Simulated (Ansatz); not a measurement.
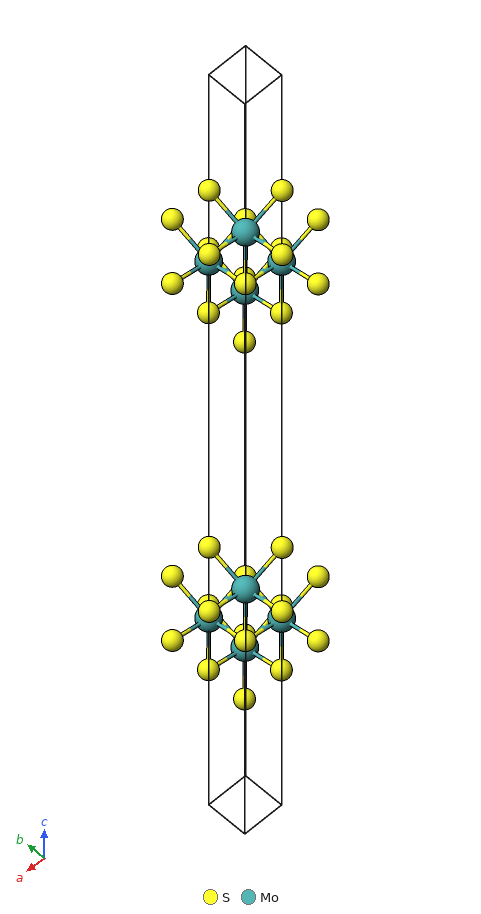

We look at a ball-and-stick model of the crystal from a general direction. The parallelepiped is the simulation cell. Atoms of adjacent cells appear where they bond to atoms in the box.

- The compound is MoS2.
- It has 6 atoms to the cell (2 Mo, 4 S).
- S is linked to three Mo in a trigonal pyramidal arrangement. Around each Mo lie six S in a trigonal prismatic arrangement. Not all metal-metal contacts are counted.
- The bonds build MoS2 layers parallel to (001).

The structure comes from a structure listed in the Materials Project, from which a slab was cut. Earlier steps of the study may have refined or changed the cell and positions. It was the input of a calculation with Ansatz.
